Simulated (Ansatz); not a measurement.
# Bands, cutoff and cost in G0W0 for CuBiSeO (P4/nmm)

Aim: see how the G0W0 gap of CuBiSeO (P4/nmm) on r2SCAN moves with empty bands and screening cutoff, and what each rung costs.

Calculated with Ansatz 0.2.0; G0W0 on r2SCAN, plane waves, PAW; PAW set soft_1.

In doubt: one-shot GW on d or f shells is unsure, so the values of those runs are not to be relied on.

### Step 1. Starting point

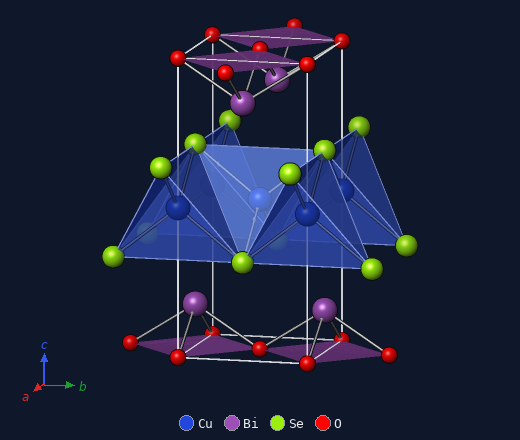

Start, viewed slightly off an axis; copper blue, bismuth purple, selenium green, oxygen red. Some periodic images of atoms are drawn too.

Coordinates:

```cif
data_structure
_symmetry_space_group_name_H-M 'P4/nmm:1'
_symmetry_Int_Tables_number 129
_cell_length_a 3.9221
_cell_length_b 3.9221
_cell_length_c 8.9133
_cell_angle_alpha 90.000
_cell_angle_beta 90.000
_cell_angle_gamma 90.000
_cell_volume 137.11
loop_
_atom_site_label
_atom_site_type_symbol
_atom_site_symmetry_multiplicity
_atom_site_Wyckoff_symbol
_atom_site_fract_x
_atom_site_fract_y
_atom_site_fract_z
_atom_site_occupancy
Cu1 Cu 2 b 0.00000 0.00000 0.50000 1
Bi1 Bi 2 c 0.00000 0.50000 0.86006 1
Se1 Se 2 c 0.50000 0.00000 0.67313 1
O1 O 2 a 0.50000 0.50000 0.00000 1
```

Geometry: measured lattice cell, ions relaxed with r2SCAN; the structure entry is the Materials Project's. The runs that relaxed it are not among those shown. Spin-orbit coupling is left out unless a step names it.

### Step 2. 144 empty bands, screening to 60 eV

G0W0 replaces the xc potential by the self-energy, built once from these orbitals. Only a window of levels is corrected, while the sums run over the empty bands that the input names. This step takes PAW set soft_1 files.

Input file input.yaml:

```yaml
crystal:
  lattice:
    - [3.9221, 0.0, 0.0]
    - [0.0, 3.9221, 0.0]
    - [0.0, 0.0, 8.9133]
  atoms:
    - { symbol: Cu, position: [0.0, 0.0, 0.5] }
    - { symbol: Cu, position: [0.5, 0.5, 0.5] }
    - { symbol: Bi, position: [0.0, 0.5, 0.8600640328] }
    - { symbol: Bi, position: [0.5, 0.0, 0.1399359672] }
    - { symbol: Se, position: [0.5, 0.0, 0.6731283907] }
    - { symbol: Se, position: [0.0, 0.5, 0.3268716093] }
    - { symbol: O, position: [0.5, 0.5, 0.0] }
    - { symbol: O, position: [0.0, 0.0, 0.0] }
kpoints:
  mp_grid: { grid: [4, 4, 2] }
hamiltonian:
  xc: r2scan
  pseudopotentials: { kind: paw, azcp: { folder: soft_1 } }
scf:
  occupations: { method: fixed }
gw:
  n_empty_bands: 144
  ecut_chi: 60
  qp_bands: [v2, c2]
  qp_kpoints: band_edges
  screening: { model: contour_deformation }
```

The run is started by

```
$ ansatz run input.yaml --threads 24 --pin off --max-ram 82944MiB --backend cuda --events-out ev --progress --plain --runs-dir out --devices 1 --max-vram 78GiB
```

Numbers of over 12 decimals in the logs are rounded to 6 here.

What it wrote:

```text
GPUs: using 1 of 1 available (devices: 1).
Engine: ansatz 0.2.0, aarch64-unknown-linux-gnu
Pseudopotentials: kind: paw
Pseudopotential: Cu, paw, valence charge 19, recommended cutoff 500 eV (meta_gga), soft_1/Cu.paw.azcp
Pseudopotential: Bi, paw, valence charge 15, recommended cutoff 500 eV (meta_gga), soft_1/Bi.paw.azcp
Pseudopotential: Se, paw, valence charge 16, recommended cutoff 500 eV (meta_gga), soft_1/Se.paw.azcp
Pseudopotential: O, paw, valence charge 6, recommended cutoff 500 eV (meta_gga), soft_1/O.paw.azcp
Functional definition: r2SCAN
  parameter k0 = 0.174
  parameter k1 = 0.065
  parameter a1 = 4.9479
  exchange = r2scan_x(k0 = k0, k1 = k1, a1 = a1)
  correlation = r2scan_c
[...]
Crystal: 8 atoms, lattice volume = 137.112 Å³
Basis set: ecut = 500 eV, 3465 PW (Γ), exchange–correlation on 120×120×288 points (64 copies of the dense FFT grid, shifted against one another)
Bands: 68, of which v1, the nominal top of the filled ones, is band 56 counted from 1 (55 counted from 0)
Symmetry: 16 space group operations
Space group: P4/nmm (ITA 129), of the structure as read, at distance tolerance 5.2e-5 Å
k-points: 12 of 32
Non-local potential: Cu, projectors of the file, l = 0: 3, l = 1: 2, l = 2: 3, l = 3: 1
Non-local potential: Bi, projectors of the file, l = 0: 2, l = 1: 2, l = 2: 2, l = 3: 1
Non-local potential: Se, projectors of the file, l = 0: 2, l = 1: 2, l = 2: 3, l = 3: 1
Non-local potential: O, projectors of the file, l = 0: 2, l = 1: 2, l = 2: 1
PAW form: soft (Blöchl's): semilocal exchange-correlation on the pseudo side does not see the compensation charge
PAW frozen core: Cu, regenerated for the run's functional (the file was generated under x = pbe(κ = 0.804, μ = 0.219515), c = pbe(β = 0.066725))
PAW frozen core: Bi, regenerated for the run's functional (the file was generated under x = pbe(κ = 0.804, μ = 0.219515), c = pbe(β = 0.066725))
PAW frozen core: Se, regenerated for the run's functional (the file was generated under x = pbe(κ = 0.804, μ = 0.219515), c = pbe(β = 0.066725))
PAW frozen core: O, regenerated for the run's functional (the file was generated under x = pbe(κ = 0.804, μ = 0.219515), c = pbe(β = 0.066725))
PAW one-centre angular grid: Cu, 590 points (default); XC on 160 Gauss nodes
PAW one-centre angular grid: Bi, 590 points (default); XC on 160 Gauss nodes
PAW one-centre angular grid: Se, 590 points (default); XC on 160 Gauss nodes
[...]
Initial density: superposition of atomic densities (chi_scale 0.1, normalization cell, long waves 63 % of neutral atoms (reshape's long-wave potential 1.63 eV rms, cloud 2.68 Å wide))
Initial wavefunctions: pseudopotential atomic-orbital guess
[...]
Functional: x = r2scan, c = r2scan; τ floored in thin density (d = 2e-4 eV/Å³)
SCF iter   1: F=—  HF=-50190.386238 eV  |F-HF|=—  |Δ(HF+E_count)|=         —  Δρ=1.01e-1  dr2=4.84e1  dr2_τ=1.03e-1  ethr=3.10e-3  ⟨swp⟩=4.8  Hψ=2478  notcnv=0  defer=115
preconditioner: auto → Resta (q_TF=auto, 2.638 Å⁻¹)  ε∞=4.1  [insulator: Δε(μ)=0.155 eV  Ē_g=15.585 eV  n_scr=38 (ndim 8)  ℏωp=27.6 eV  f_vac=0.000  ε∞_Penn≈4.1]
SCF iter   2: F=—  HF=-50184.179975 eV  |F-HF|=—  |Δ(HF+E_count)|=    6.21e0  Δρ=8.52e-2  dr2=6.44e0  dr2_τ=5.87e-1  ethr=3.10e-3  ⟨swp⟩=3.2  Hψ=1769  notcnv=0  defer=112
SCF iter   3: F=—  HF=-50183.365807 eV  |F-HF|=—  |Δ(HF+E_count)|=   8.14e-1  Δρ=3.27e-2  dr2=2.62e0  dr2_τ=4.19e-2  ethr=3.10e-3  ⟨swp⟩=2.0  Hψ=1684  notcnv=0  defer=83
SCF iter   4: F=—  HF=-50183.130317 eV  |F-HF|=—  |Δ(HF+E_count)|=   2.35e-1  Δρ=2.16e-2  dr2=5.34e-1  dr2_τ=3.09e-2  ethr=2.34e-3  ⟨swp⟩=2.0  Hψ=1117  notcnv=0  defer=112
SCF iter   5: F=—  HF=-50183.123562 eV  |F-HF|=—  |Δ(HF+E_count)|=   6.75e-3  Δρ=1.08e-2  dr2=9.49e-2  dr2_τ=2.48e-3  ethr=4.76e-4  ⟨swp⟩=2.0  Hψ=1092  notcnv=0  defer=120
SCF iter   6: F=—  HF=-50183.141628 eV  |F-HF|=—  |Δ(HF+E_count)|=   1.81e-2  Δρ=3.64e-3  dr2=2.38e-2  dr2_τ=4.04e-4  ethr=8.47e-5  ⟨swp⟩=2.2  Hψ=1085  notcnv=0  defer=120
[...]
SCF iter  10: F=—  HF=-50183.140519 eV  |F-HF|=—  |Δ(HF+E_count)|=   2.05e-5  Δρ=5.74e-5  dr2=3.80e-6  dr2_τ=6.16e-8  ethr=6.23e-8  ⟨swp⟩=2.0  Hψ=944  notcnv=0  defer=67
[...]
SCF 1 converged in 12 iterations: F = -50183.140519 eV  dr2 = 4.51e-8
[...]
SCF converged after 12 iterations
[...]
--- G₀W₀: contour deformation, 8 samples at zero and on the imaginary axis and 1 off it, 32 q-points, 144 empty bands' worth ---
  eigenvalues of the whole cell's RPA ε∞ on this k-mesh (on a slab, of 1 + 4πα/V) = 11.4564, 19.9222, 19.9222; static W/v taken at q = 0 is 0.057053
  bands read: the sum over 200 bands ends inside a degenerate multiplet in 1 slot, whose members it reads at an even weight; the widest, k=0: bands 200 to 201 (counted from 1) at 1/2 each
  gw.qp_kpoints: band_edges: 10 of 12 stored k-points solved, in 1 pass; an edge of the gap read off the rows below is read off those points alone
    valence top: of the k-points left out ik 8 came nearest to being solved in a further pass, in band 56 (counted from 1, as in the quasiparticle table): it holds the edge there only if its correction is more favourable than any solved in that band by at least 0.932 eV; those differ by 0.165 eV
    conduction bottom: of the k-points left out ik 11 came nearest to being solved in a further pass, in band 58 (counted from 1, as in the quasiparticle table): it holds the edge there only if its correction is more favourable than any solved in that band by at least 1.335 eV; those differ by 0.194 eV
  `?` marks the rows in doubt; gw_qp.tsv's column doubts and the gw_qp event give each row's grounds
    ik  band        ε_KS         Σx   Σc(E_QP)       V_xc       Z   E_QP_lin       E_QP  E_QP is
     0    55     11.8481   -30.9947     4.5513   -26.4093  0.6980    11.8140    11.8141  root
     0    56     11.8481   -30.9947     4.5513   -26.4093  0.6980    11.8140    11.8141  root
     0    57     12.8093   -11.4220    -3.2174   -14.9672  0.7725    13.1463    13.1371  root
     0    58     13.4583   -10.7809    -3.3108   -14.4525  0.7675    13.8315    13.8191  root
     1    55     12.1668   -31.8015     4.6130   -27.1929  0.7030    12.1712    12.1712  root
     1    56     12.1668   -31.8015     4.6130   -27.1929  0.7030    12.1712    12.1712  root
     1    57     12.7858    -9.6906    -3.5192   -13.5600  0.7772    13.1472    13.1361  root
     1    58     12.9063   -15.8924    -2.3411   -18.5212  0.7581    13.2002    13.1940  root
     2    55     11.8531   -32.6106     4.7812   -27.8141  0.6961    11.8377    11.8377  root
     2    56     12.0166   -31.3799     4.5812   -26.7757  0.7012    11.9935    11.9935  root
     2    57     14.0265   -11.7236    -3.3369   -15.5210  0.7614    14.5148    14.4869  root ?
     2    58     14.4486   -10.9180    -3.6777   -15.0559  0.7614    14.9364    14.9087  root ?
     3    55     11.6777   -32.3677     4.8027   -27.5237  0.6924    11.6364    11.6366  root
     3    56     12.1979   -31.7779     4.6155   -27.1677  0.7039    12.2032    12.2032  root
     3    57     14.2009   -10.9376    -3.5102   -14.8980  0.7612    14.6764    14.6511  root
     3    58     14.3928   -13.5077    -3.2024   -17.1842  0.7542    14.8979    14.8669  root ?
     4    55     11.9510   -32.9056     5.0037   -27.8725  0.6960    11.9216    11.9217  root
     4    56     11.9510   -32.9056     5.0037   -27.8725  0.6960    11.9216    11.9217  root
     4    57     14.4679   -11.3649    -3.5157   -15.3531  0.7574    14.9717    14.9403  root ?
     4    58     14.4679   -11.3649    -3.5157   -15.3531  0.7574    14.9717    14.9403  root ?
     5    55     11.9320   -32.7690     4.9858   -27.7505  0.6959    11.8992    11.8992  root
     5    56     11.9320   -32.7690     4.9858   -27.7505  0.6959    11.8992    11.8992  root
     5    57     14.3119   -11.1499    -3.4774   -15.0674  0.7613    14.7755    14.7519  root
     5    58     14.3119   -11.1499    -3.4774   -15.0674  0.7613    14.7755    14.7519  root
     6    55     11.4826   -34.5141     5.5965   -28.8208  0.6805    11.3852    11.3858  root
     6    56     11.8450   -32.8462     4.7532   -28.0693  0.6954    11.8212    11.8213  root
     6    57     13.9346   -12.5395    -3.1632   -16.1088  0.7638    14.3585    14.3406  root
     6    58     14.6530   -12.0502    -3.3390   -15.8256  0.7544    15.1125    15.0893  root
     7    55     11.2929   -36.6241     6.0836   -30.4042  0.6663    11.1553    11.1567  root
     7    56     11.9402   -34.0905     5.0700   -28.9975  0.6934    11.9171    11.9172  root
     7    57     13.7689   -12.0063    -3.0588   -15.3952  0.7663    14.1085    14.0990  root
     7    58     14.8911   -11.2270    -3.6262   -15.3349  0.7530    15.4065    15.3727  root ?
     9    55     11.4878   -39.0628     6.4743   -32.4928  0.6654    11.3916    11.3922  root
     9    56     11.4878   -39.0628     6.4743   -32.4928  0.6654    11.3916    11.3922  root
     9    57     13.8086   -12.8232    -2.8907   -16.0836  0.7617    14.1913    14.1784  root
     9    58     13.8086   -12.8232    -2.8907   -16.0836  0.7617    14.1913    14.1784  root
    10    55     11.0444   -43.6149     7.7133   -35.7419  0.6363    10.8826    10.8847  root
    10    56     11.0444   -43.6149     7.7133   -35.7419  0.6363    10.8826    10.8847  root
    10    57     13.1656   -14.7349    -2.5261   -17.5710  0.7592    13.4832    13.4757  root
    10    58     13.1656   -14.7349    -2.5261   -17.5710  0.7592    13.4832    13.4757  root
```

The job ended after 4.1 s (1 × NVIDIA GB200 (shared by 2 runs) with 24 threads of Arm Neoverse V2, shared host; peak memory 1.7 GiB).

In the SCF lines HF is the Harris–Foulkes energy and dr2 the Hartree energy of the density residual, in eV; the loop may stop once dr2 is under the threshold and the program's other checks hold. Hψ counts applications of the Hamiltonian.

Numbers from this step:

```
bands summed                                 : 200
RPA ε∞ on this mesh (eigenvalues)            : 11.46, 19.92, 19.92
plane waves in the screening matrix          : 159
q-points in the mesh                         : 32
G0W0 gap on the mesh                         : 0.9329 eV
k of the valence top                         : 0, 0.25, -0.5
k of the conduction bottom                   : 0, 0, -0.5
starting gap on the mesh                     : 0.5878 eV
Z at the valence top                         : 0.7039
Z at the conduction bottom                   : 0.7772
least direct G0W0 gap on the computed points : 0.9649 eV
```

The gap on the mesh goes from 0.59 eV to 0.93 eV, a correction of +0.35 eV. Between the two edge states, bare exchange in place of the xc potential would open the gap by 8.48 eV, and correlation takes back 8.13 eV.

### Step 3. 409 empty bands, screening to 120 eV

Another rung: the empty bands reach about as high as the screening cutoff, so the two stay in balance.

input.yaml: that of step 2 with these lines changed.

```diff
@@ -22,4 +22,4 @@
 gw:
-  n_empty_bands: 144
-  ecut_chi: 60
+  n_empty_bands: 409
+  ecut_chi: 120
   qp_bands: [v2, c2]
```

What it wrote:

```text
GPUs: using 1 of 1 available (devices: 1).
[...]
Crystal: 8 atoms, lattice volume = 137.112 Å³
Basis set: ecut = 500 eV, 3465 PW (Γ), exchange–correlation on 120×120×288 points (64 copies of the dense FFT grid, shifted against one another)
Bands: 68, of which v1, the nominal top of the filled ones, is band 56 counted from 1 (55 counted from 0)
Symmetry: 16 space group operations
[...]
k-points: 12 of 32
[...]
SCF iter   1: F=—  HF=-50190.386238 eV  |F-HF|=—  |Δ(HF+E_count)|=         —  Δρ=1.01e-1  dr2=4.84e1  dr2_τ=1.03e-1  ethr=3.10e-3  ⟨swp⟩=4.8  Hψ=2478  notcnv=0  defer=115
[...]
SCF iter   6: F=—  HF=-50183.141628 eV  |F-HF|=—  |Δ(HF+E_count)|=   1.81e-2  Δρ=3.64e-3  dr2=2.38e-2  dr2_τ=4.04e-4  ethr=8.47e-5  ⟨swp⟩=2.2  Hψ=1085  notcnv=0  defer=120
[...]
SCF iter  10: F=—  HF=-50183.140519 eV  |F-HF|=—  |Δ(HF+E_count)|=   2.05e-5  Δρ=5.74e-5  dr2=3.80e-6  dr2_τ=6.16e-8  ethr=6.23e-8  ⟨swp⟩=2.0  Hψ=944  notcnv=0  defer=67
[...]
SCF 1 converged in 12 iterations: F = -50183.140519 eV  dr2 = 4.51e-8
[...]
SCF converged after 12 iterations
[...]
0    55     11.8481   -30.9947     4.5853   -26.4093  0.6941    11.8481    11.8480  root
     0    56     11.8481   -30.9947     4.5853   -26.4093  0.6941    11.8481    11.8480  root
     0    57     12.8093   -11.4220    -3.4502   -14.9672  0.7698    12.9048    12.9043  root
     0    58     13.4583   -10.7809    -3.5905   -14.4525  0.7656    13.5398    13.5394  root
     1    55     12.1668   -31.8015     4.6332   -27.1929  0.6986    12.1913    12.1914  root
     1    56     12.1668   -31.8015     4.6332   -27.1929  0.6986    12.1913    12.1914  root
     1    57     12.7858    -9.6906    -3.8209   -13.5600  0.7757    12.8344    12.8343  root
     1    58     12.9063   -15.8924    -2.4757   -18.5212  0.7547    13.0608    13.0595  root
[...]
10    55     11.0444   -43.6149     8.0010   -35.7419  0.6323    11.1712    11.1724  root
    10    56     11.0444   -43.6149     8.0010   -35.7419  0.6323    11.1712    11.1724  root
    10    57     13.1656   -14.7349    -2.6814   -17.5710  0.7565    13.3217    13.3204  root
    10    58     13.1656   -14.7349    -2.6814   -17.5710  0.7565    13.3217    13.3204  root
```

Wall time 12 s (1 × NVIDIA GB200 (shared by 2 runs) with 24 threads); peak memory 2.4 GiB; 34 s of CPU time.

Numbers from this step:

```
bands summed                                 : 465
RPA ε∞ on this mesh (eigenvalues)            : 11.39, 19.86, 19.86
plane waves in the screening matrix          : 419
q-points in the mesh                         : 32
G0W0 gap on the mesh                         : 0.6177 eV
k of the valence top                         : 0, 0.25, -0.5
k of the conduction bottom                   : 0, 0, -0.5
starting gap on the mesh                     : 0.5878 eV
Z at the valence top                         : 0.6996
Z at the conduction bottom                   : 0.7757
least direct G0W0 gap on the computed points : 0.6429 eV
```

Against the run with 4×4×2 mesh, 144 empty bands, screening to 60 eV, PAW set soft_1 files, the gap moves by −0.32 eV.

### Step 4. 880 empty bands, screening to 200 eV

input.yaml: that of step 3 with these lines changed.

```diff
@@ -22,4 +22,4 @@
 gw:
-  n_empty_bands: 409
-  ecut_chi: 120
+  n_empty_bands: 880
+  ecut_chi: 200.0
   qp_bands: [v2, c2]
```

What it wrote:

```text
GPUs: using 1 of 1 available (devices: 1).
[...]
Crystal: 8 atoms, lattice volume = 137.112 Å³
Basis set: ecut = 500 eV, 3465 PW (Γ), exchange–correlation on 120×120×288 points (64 copies of the dense FFT grid, shifted against one another)
Bands: 68, of which v1, the nominal top of the filled ones, is band 56 counted from 1 (55 counted from 0)
Symmetry: 16 space group operations
[...]
k-points: 12 of 32
[...]
1    57     12.7858    -9.6906    -3.9592   -13.5600  0.7751    12.6965    12.6961  root
     1    58     12.9063   -15.8924    -2.5739   -18.5212  0.7534    12.9613    12.9612  root
[...]
10    55     11.0444   -43.6149     7.9920   -35.7419  0.6303    11.1623    11.1633  root
    10    56     11.0444   -43.6149     7.9920   -35.7419  0.6303    11.1623    11.1633  root
    10    57     13.1656   -14.7349    -2.7662   -17.5710  0.7553    13.2358    13.2356  root
    10    58     13.1656   -14.7349    -2.7662   -17.5710  0.7553    13.2358    13.2356  root
[key lines of the parts left out:]
SCF converged after 12 iterations
```

The job ended after 25 s (1 × NVIDIA GB200 (shared by 2 runs) with 24 threads; peak memory 3.9 GiB).

This step gave:

```yaml
bands_summed: 936
rpa_eps_infinity_on_this_mesh_eigenvalues: 11.35, 19.82, 19.82
plane_waves_in_the_screening_matrix: 905
g0w0_gap_on_the_mesh: 0.5607 eV
k_of_the_valence_top: 0, 0.25, -0.5
k_of_the_conduction_bottom: 0, 0, -0.5
starting_gap_on_the_mesh: 0.5878 eV
least_direct_g0w0_gap_on_the_computed_points: 0.5847 eV
```

Against the run with 4×4×2 mesh, 409 empty bands, screening to 120 eV, PAW set soft_1 files, the gap moves by −0.06 eV.

(Part 1 of 2 ends here.)

[Paths, hosts, dates, memory and timing lines, banners, echoed tables and standing remarks are left out of the program output.]

[Logs are printed without paths, hosts, clocks, repeated set-up lines and the standing remarks that a program may print on its own settings, such as how far it seeks lower states.]

[Runs of the session that timed out or met a known fault of the program may be left out.]

[Cells called generated may have been cut or substituted from an entry of the Crystallography Open Database or the Materials Project.]

[Hosts, paths, dates, database ids (printed as entryN), source tags and the programs' standing remarks are cut or masked in the printed files.]
